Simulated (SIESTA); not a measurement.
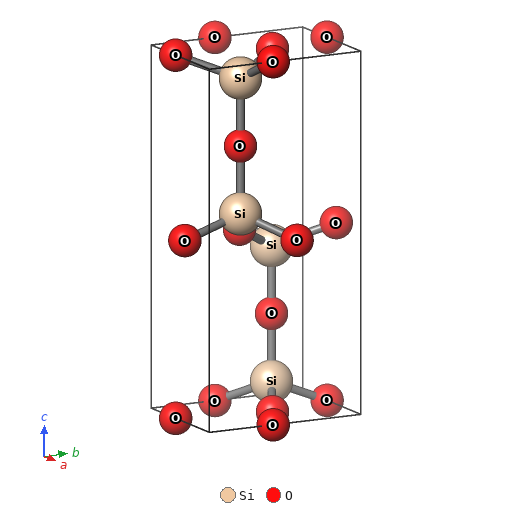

System: SiO₂, space group P6_322 (No. 182). The picture shows the conventional cell.

Structure:
```
CELL_PARAMETERS angstrom
5.06907 0.00000 0.00000
-2.53454 4.38995 0.00000
0.00000 0.00000 8.55849
ATOMIC_POSITIONS crystal
Si 0.33333 0.66667 0.43713
Si 0.33333 0.66667 0.06287
Si 0.66667 0.33333 0.56287
Si 0.66667 0.33333 0.93713
O 0.42126 0.00000 0.00000
O 0.33333 0.66667 0.25000
O 0.66667 0.33333 0.75000
O 0.00000 0.57874 0.50000
O 0.57874 0.57874 0.00000
O 0.57874 0.00000 0.50000
O 0.42126 0.42126 0.50000
O 0.00000 0.42126 0.00000
```

Computed with SIESTA 5.4.2: DFT in numerical atomic orbitals with pseudopotentials, no spin polarisation; energies at scaled volumes of the given cell, shape and fractions fixed, counted from the fit's minimum, third-order Birch-Murnaghan fit. Level: LDA.

- k mesh: 4×4×2
- occupations: Fermi–Dirac
- smearing width: 0.05 eV
- potentials: PseudoDojo 0.4 standard, converted to PSML, two zetas on semicore shells
- program settings: basis DZP, mesh cutoff 800 Ry

What does the calculation give for the energy and pressure against volume? The volume takes the values 14.92, 15.24, 15.55, 15.87, 16.19, 16.51, 16.82 Å³/atom.

A third-order Birch–Murnaghan fit gives V0 = 15.92 Å³/atom, B0 = 149 GPa and B′ = 4.0. The energy is 32.34 meV/atom at volume 14.92 Å³/atom and 21.94 meV/atom at 16.82 Å³/atom; the lowest computed point is at volume 15.87 Å³/atom (0.06 meV/atom), and no other minimum shows. The pressure falls from 10.97 GPa at volume 14.92 Å³/atom to −7.39 GPa at 16.82 Å³/atom, and changes sign near 15.92 Å³/atom.

| volume (Å³/atom) | energy (meV/atom) | pressure (GPa) |
| --- | --- | --- |
| 14.92 | 32.34 | 10.97 |
| 15.24 | 14.51 | 7.10 |
| 15.55 | 3.98 | 3.60 |
| 15.87 | 0.06 | 0.43 |
| 16.19 | 2.11 | −2.44 |
| 16.51 | 9.57 | −5.04 |
| 16.82 | 21.94 | −7.39 |

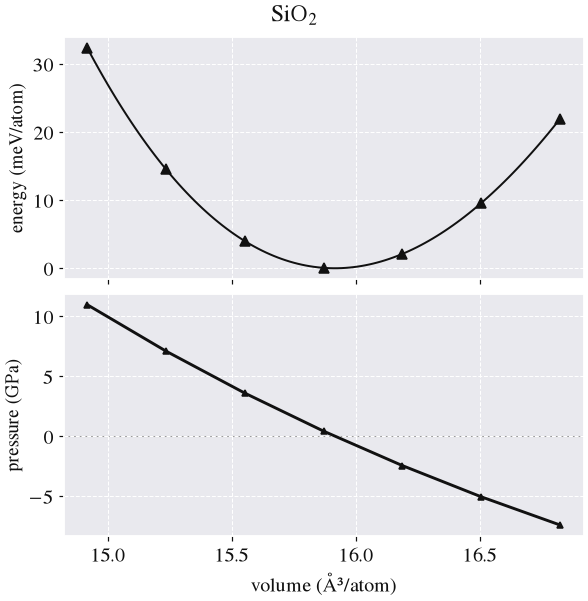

Note: mulliken charges of long orbitals; shape and atomic fractions are frozen while scaling, which makes layered, chain and framework solids too stiff.
